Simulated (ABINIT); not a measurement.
# SiC (F-43m): a self-consistent loop beyond G0W0, cycle by cycle, part 2 of 2

How far does self-consistency move the gap of SiC (F-43m)?

ABINIT 10.8.3; PBE and many-body steps on it, plane waves. Known limits of the many-body steps: not at the basis limit.

So far. Step 14 (QSGW, cycle 4): Against the cycle before, the gap moves by +0.058 eV.

## (17) QSGW, cycle 5

This step: QSGW on PBE, plane waves, norm-conserving pseudopotentials.

Contents of run.abi:

```
acell 3*1.0 Angstrom
rprim 
  -0.000000000000 2.179000000000 2.179000000000
  2.179000000000 0.000000000000 2.179000000000
  2.179000000000 2.179000000000 -0.000000000000
ntypat 2
znucl 14 6
natom 2
typat 1 2
xred 
  0.000000000000 0.000000000000 0.000000000000
  0.250000000000 0.250000000000 0.250000000000
pp_dirpath "pseudos"
pseudos "Si.upf, C.upf"
ecut 37
ngkpt 6 6 6
nshiftk 1
shiftk 0 0 0
kptopt 1
chksymbreak 0
istwfk *1
occopt 1
irdwfk 1
optdriver 4
nband 99
gwcalctyp 28
ecutsigx 37
symsigma 0
nkptgw 16
kptgw 
  0.0000000000 0.0000000000 0.0000000000
  0.1666666667 0.0000000000 0.0000000000
  0.3333333333 0.0000000000 0.0000000000
  0.5000000000 0.0000000000 0.0000000000
  0.1666666667 0.1666666667 0.0000000000
  0.3333333333 0.1666666667 0.0000000000
  0.5000000000 0.1666666667 0.0000000000
  -0.3333333333 0.1666666667 0.0000000000
  -0.1666666667 0.1666666667 0.0000000000
  0.3333333333 0.3333333333 0.0000000000
  0.5000000000 0.3333333333 0.0000000000
  -0.3333333333 0.3333333333 0.0000000000
  0.5000000000 0.5000000000 0.0000000000
  0.5000000000 0.3333333333 0.1666666667
  -0.3333333333 0.3333333333 0.1666666667
  -0.3333333333 0.5000000000 0.1666666667
bdgw 
  1 14
  1 14
  1 14
  1 14
  1 14
  1 14
  1 14
  1 14
  1 14
  1 14
  1 14
  1 14
  1 14
  1 14
  1 14
  1 14
ecuteps 8
irdscr 1
ppmodel 1
irdqps 1
rhoqpmix 0.3
indata_prefix "in"
outdata_prefix "out"
tmpdata_prefix "tmp"
```

On the command line:

```console
OMP_NUM_THREADS=1 mpirun -n 8 abinit run.abi > log
```

Elapsed: 6 min, on 8 MPI ranks of AMD EPYC 7R43, shared host; peak memory 2 GiB.

This step gave:

```
quasiparticle gap on the mesh                         : 2.577 eV
gap of the density functional on the mesh             : 1.361 eV
k of the valence top                                  : 0, 0, 0
k of the conduction bottom                            : 0.5, 0.5, 0
least direct quasiparticle gap on the computed points : 6.15 eV
```

Against the cycle before, the gap moves by +0.015 eV.

## (18) Screening, 6×6×6 mesh, 99 bands, screening to 217.7 eV

This step: RPA screening on PBE, plane waves, norm-conserving pseudopotentials.

Contents of run.abi:

```
acell 3*1.0 Angstrom
rprim 
  -0.000000000000 2.179000000000 2.179000000000
  2.179000000000 0.000000000000 2.179000000000
  2.179000000000 2.179000000000 -0.000000000000
ntypat 2
znucl 14 6
natom 2
typat 1 2
xred 
  0.000000000000 0.000000000000 0.000000000000
  0.250000000000 0.250000000000 0.250000000000
pp_dirpath "pseudos"
pseudos "Si.upf, C.upf"
ecut 37
ngkpt 6 6 6
nshiftk 1
shiftk 0 0 0
kptopt 1
chksymbreak 0
istwfk *1
occopt 1
irdwfk 1
optdriver 3
nband 99
ecuteps 8
inclvkb 2
awtr 1
symchi 1
gwcalctyp 28
mbpt_sciss 1.619 eV
nqptdm 1
qptdm 
  0 0 0
indata_prefix "in"
outdata_prefix "out"
tmpdata_prefix "tmp"
```

Run time: 3 s. Hardware: 8 MPI ranks; peak memory 0.14 GiB; 21 s of CPU time.

Numbers from this step:

| Item | Value |
| --- | --- |
| ε∞ with local fields, on this mesh, along the program's q direction | 6.022 |
| the same without local fields | 6.509 |
| plasma frequency | 23.09 eV |
| plane waves in the screening matrix | 169 |

This screening uses the functional's bands under a rigid shift, the mean opening of the cycle before.

## (19) Screening, 6×6×6 mesh, 99 bands, screening to 217.7 eV

This step: RPA screening on PBE from quasiparticle energies and orbitals, plane waves, norm-conserving pseudopotentials.

run.abi, as its differences from that of step 18:

```diff
@@ -29,7 +29,21 @@
 symchi 1
+irdqps 1
 gwcalctyp 28
-mbpt_sciss 1.619 eV
-nqptdm 1
+nqptdm 15
 qptdm 
-  0 0 0
+  0.1666666667 0.0000000000 0.0000000000
+  0.3333333333 0.0000000000 0.0000000000
+  0.5000000000 0.0000000000 0.0000000000
+  0.1666666667 0.1666666667 0.0000000000
+  0.3333333333 0.1666666667 0.0000000000
+  0.5000000000 0.1666666667 0.0000000000
+  -0.3333333333 0.1666666667 0.0000000000
+  -0.1666666667 0.1666666667 0.0000000000
+  0.3333333333 0.3333333333 0.0000000000
+  0.5000000000 0.3333333333 0.0000000000
+  -0.3333333333 0.3333333333 0.0000000000
+  0.5000000000 0.5000000000 0.0000000000
+  0.5000000000 0.3333333333 0.1666666667
+  -0.3333333333 0.3333333333 0.1666666667
+  -0.3333333333 0.5000000000 0.1666666667
 indata_prefix "in"
```

Contents of mrgscr.stdin:

```
2
merged
q0_SCR
out_SCR
1
```

On the command line:

```console
OMP_NUM_THREADS=1 mpirun -n 8 abinit run.abi > log; mrgscr < mrgscr.stdin
```

Wall time 17 s (8 MPI ranks); peak memory 1.1 GiB.

Numbers from this step:

| Quantity | Value |
| --- | --- |
| plasma frequency | 23.09 eV |
| plane waves in the screening matrix | 169 |

This screening reads the quasiparticle levels of the cycle before.

## (20) QSGW, cycle 6

This step: QSGW on PBE, plane waves, norm-conserving pseudopotentials.

run.abi, as its differences from that of step 19:

```diff
@@ -23,12 +23,10 @@
 irdwfk 1
-optdriver 3
+optdriver 4
 nband 99
-ecuteps 8
-inclvkb 2
-awtr 1
-symchi 1
-irdqps 1
 gwcalctyp 28
-nqptdm 15
-qptdm 
+ecutsigx 37
+symsigma 0
+nkptgw 16
+kptgw 
+  0.0000000000 0.0000000000 0.0000000000
   0.1666666667 0.0000000000 0.0000000000
@@ -48,2 +46,24 @@
   -0.3333333333 0.5000000000 0.1666666667
+bdgw 
+  1 14
+  1 14
+  1 14
+  1 14
+  1 14
+  1 14
+  1 14
+  1 14
+  1 14
+  1 14
+  1 14
+  1 14
+  1 14
+  1 14
+  1 14
+  1 14
+ecuteps 8
+irdscr 1
+ppmodel 1
+irdqps 1
+rhoqpmix 0.3
 indata_prefix "in"
```

On the command line:

```console
OMP_NUM_THREADS=1 mpirun -n 8 abinit run.abi > log
```

Elapsed: 6 min, on 8 MPI ranks; peak memory 2 GiB; 48 min of CPU time.

Numbers from this step:

* quasiparticle gap on the mesh: 2.567 eV
* gap of the density functional on the mesh: 1.361 eV
* k of the valence top: 0, 0, 0
* k of the conduction bottom: 0.5, 0.5, 0
* least direct quasiparticle gap on the computed points: 6.144 eV

Against the cycle before, the gap moves by −0.010 eV.

## (21) The runs together

Times are wall times on 8 MPI ranks of AMD EPYC 7R43, shared host, good to a factor of about two. A run's time includes the screening step that it read.

| run | mesh | bands | screening cutoff (eV) | DFT gap (eV) | gap on the mesh (eV) | direct (eV) | ε∞ used | time |
| --- | --- | --- | --- | --- | --- | --- | --- | --- |
| G0W0 | 6×6×6 | 99 | 217.7 | 1.361 | 2.086 | 5.586 | 7.08 | 53 s |
| QSGW, cycle 1 | 6×6×6 | 99 | 217.7 | 1.361 | 2.276 | 5.873 | 7.08 | 8.8 min |
| QSGW, cycle 2 | 6×6×6 | 99 | 217.7 | 1.361 | 2.374 | 5.987 | 6.18 | 8.3 min |
| QSGW, cycle 3 | 6×6×6 | 99 | 217.7 | 1.361 | 2.504 | 6.090 | 6.11 | 8.6 min |
| QSGW, cycle 4 | 6×6×6 | 99 | 217.7 | 1.361 | 2.562 | 6.135 | 6.05 | 7.3 min |
| QSGW, cycle 5 | 6×6×6 | 99 | 217.7 | 1.361 | 2.577 | 6.150 | 6.03 | 6.3 min |
| QSGW, cycle 6 | 6×6×6 | 99 | 217.7 | 1.361 | 2.567 | 6.144 | 6.02 | 6.4 min |

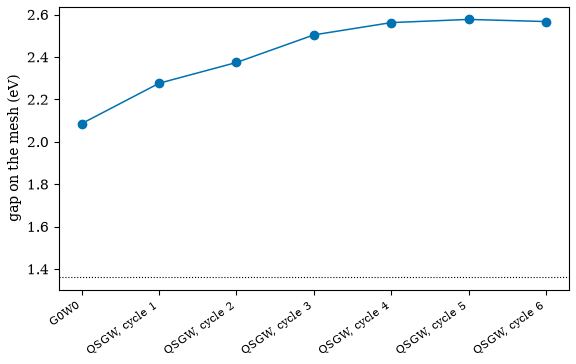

The gap through the cycles; the dotted line is the starting gap.

## (22) Outcome

```
G0W0          : 2.086 eV
QSGW, cycle 1 : 2.276 eV
QSGW, cycle 2 : 2.374 eV
QSGW, cycle 3 : 2.504 eV
QSGW, cycle 4 : 2.562 eV
QSGW, cycle 5 : 2.577 eV
QSGW, cycle 6 : 2.567 eV
known limits  : not at the basis limit
```

What this shows: Only the bands that the input lists are updated; the others, empty or deep, keep the functional's energies or take a rigid shift. QSGW ends at 2.57 eV, +0.48 eV from G0W0, after 6 cycles that took 45 min beside the first screening; the last moved the gap by 0.010 eV. Against experiment, by QSGW, cycle 6: the gap of 2.57 eV lies +0.17 eV from the measured 2.4 eV (indirect, 2018); the gap of 2.57 eV lies +0.18 eV from the measured 2.39 eV (kind not stated, quoted 2020). These are gaps on the mesh, at modest bands and cutoff. The calculation has static nuclei and no excitons; a measured gap holds zero-point and thermal motion, which mostly lowers it. Bands and cutoff are finite, so the gap is not at the basis limit. The miss can reach some tenths of an eV and take either sign; the mesh is an error of its own. In the updated screening the q = 0 part is built from Kohn-Sham bands under a rigid shift, the other q from the quasiparticle levels.

[Paths, hosts, dates, memory and timing lines, banners, echoed tables and standing remarks are left out of the program output.]

[Logs are printed without paths, hosts, clocks, repeated set-up lines and the standing remarks that a program may print on its own settings, such as how far it seeks lower states.]

[Runs of the session that timed out or met a known fault of the program may be left out.]

[Hosts, paths, dates, database ids (printed as entryN), source tags and the programs' standing remarks are cut or masked in the printed files.]

[G0W0 gaps are taken among the corrected bands and points alone; a level outside them can change the order at an edge.]

[Where Ansatz stands beside ABINIT at settings called matched, ABINIT's density can come from a denser mesh and the files from another edition; pairs whose starting gaps differed by over 0.03 eV were left out, so agreement reads better than it is.]
